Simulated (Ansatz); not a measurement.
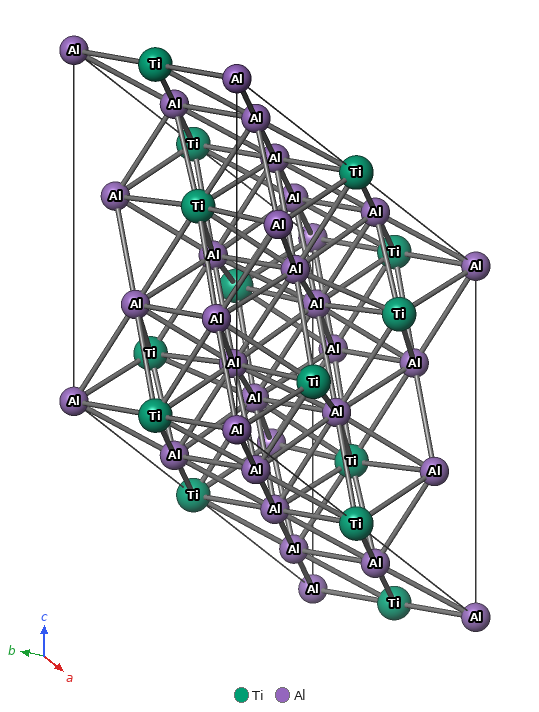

View from a general direction, drawn as a ball-and-stick model. The wireframe shows the conventional unit cell.

In words:

- The stoichiometry is TiAl3.
- Symmetry: C2/m (No. 12), base-centred monoclinic lattice.
- The cell has 24 atoms, namely 6 Ti, 18 Al.
- The coordination, counted out to bonding distance, is Ti 11 to 12 (mean 11.3) and Al 12. Not all metal-metal contacts are counted.

Provenance: a structure listed in the Materials Project. Earlier steps of the study may have refined or changed the cell and positions. It was the input of a calculation with Ansatz.
